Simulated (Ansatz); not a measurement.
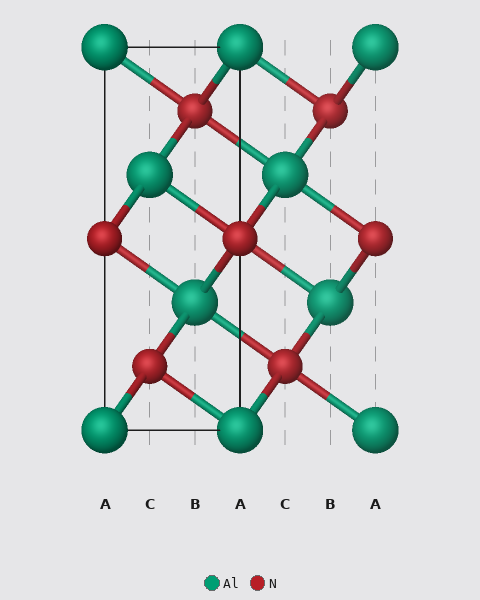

The picture looks along a close-packed row of the hexagonal mesh; [111] points upwards. The dashed lines mark the three columns A (0, 0), B (1/3, 2/3) and C (2/3, 1/3). The box is the hexagonal cell of the face-centred cubic lattice. The sequence starts with the first layer at or above the cell's origin.

System AlN; source of the atomic positions: the input geometry of an electronic-structure calculation (not necessarily at equilibrium); the starting structure was generated, so it need not be a known form of this composition.

> Give the sequence of layers in one repeat, with element and column.

Al(A) – N(C) – Al(B) – N(A) – Al(C) – N(B) (six layers in 6.99 Å).

> How are the N layers alone stacked?

N layers alone: CAB, the cubic close-packed type.

> Which positions between or in the N layers do the other atoms fill?

Al: three octahedral sites, counted in one hexagonal cell.
